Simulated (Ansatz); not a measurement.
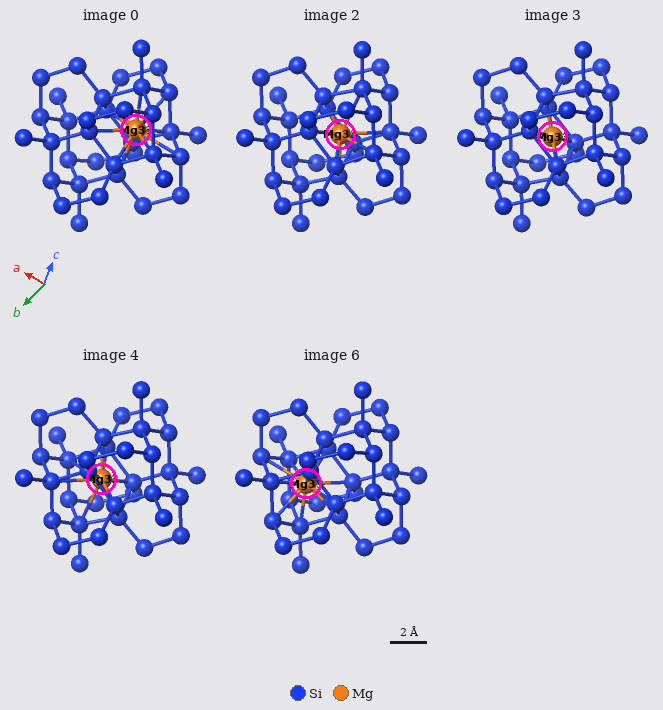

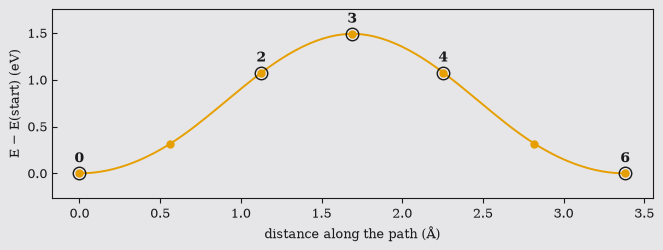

NEB run on a defect cell of composition MgSi32 (cell charge +2) (33 atoms in the cell). Images are numbered from 0 (start) to 6 (end). The picture is a ball-and-stick view of the atoms within 5.8 Å of the middle of the path, seen from a free direction. The moving atom is ringed, with any periodic copies. Bonds to atoms that aren't drawn are left out.

Theory: DFT PBE, scalar-relativistic, plane waves, PAW in Ansatz 0.2.0. Run with plane-wave cutoff 420 eV; k-point mesh 2 × 2 × 2; Gaussian smearing 0.02 eV; 5 movable images; climbing image.

**Describe the mechanism and the energy profile.**

The Mg atom travels furthest, 3.18 Å from end to end, along [1 1 0], on a straight line. At the highest image its nearest neighbour (Si) is 2.45 Å away, against 2.62 Å at the start, and the surrounding atoms stand up to 0.15 Å off the mean of their end positions. The barrier is about 1.49 eV in both directions, with image 3 at the top; the ends have the same energy. The band converged in 4 iterations. The largest component of the band force went from 2.2 to 0.0099 eV/Å. The climbing image converged on the top of the path. Its curvatures weren't checked.

Limits of the set-up: the cell is charged, on a uniform background, and energies carry no finite-size correction.

The run took 3.9 min on 4 threads of Intel(R) Xeon(R) Platinum 8259CL CPU @ 2.50GHz (Skylake/Cascade Lake) (shared host), peak memory 2.3 GiB.
